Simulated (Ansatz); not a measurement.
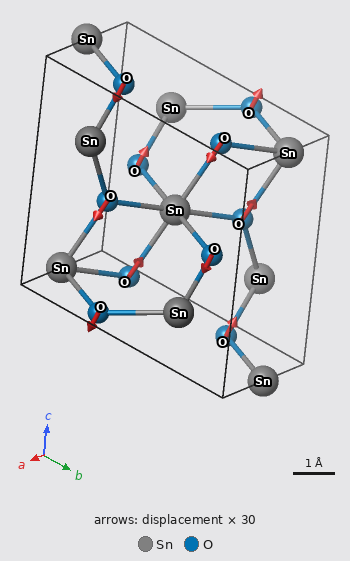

This is a relaxation of a crystal of SnO2 (set up in Imma). The starting structure is drawn; red arrows show the displacements (the part carried along by the change of the cell is left out), magnified 30 times.

Style: ball-and-stick. Shown: the cell of the calculation, slightly off an axis.

The calculation used DFT LDA, scalar-relativistic, plane waves, PAW (Ansatz). Set-up: plane-wave cutoff 420 eV; k-point mesh 6 × 6 × 6; occupations gaussian; smearing width 0.05 eV; no spin polarisation.

What happened in the run?

The largest moves relative to the cell, 0.026 Å, are those of O atoms. Sn stays in place. The volume changes by −2.1 %, with a 5.699 → 5.611 Å (−1.5 %), b 5.699 → 5.581 Å (−2.1 %), c 5.699 → 5.784 Å (+1.5 %), α 111.9° → 111.6°, β 108.3° → 109.1°, γ 108.3° → 107.7°. Among the contacts that change: O–Sn 2.044 → 2.020 Å, O–Sn 2.055 → 2.031 Å, O–Sn 2.055 → 2.066 Å. Bond angles that change, for instance: O–Sn–O 90.0° → 92.2°, O–Sn–O 90.0° → 87.8°. The space group (tolerance 0.01 Å) goes from P4_2/mnm (No. 136) to P-1 (No. 2).
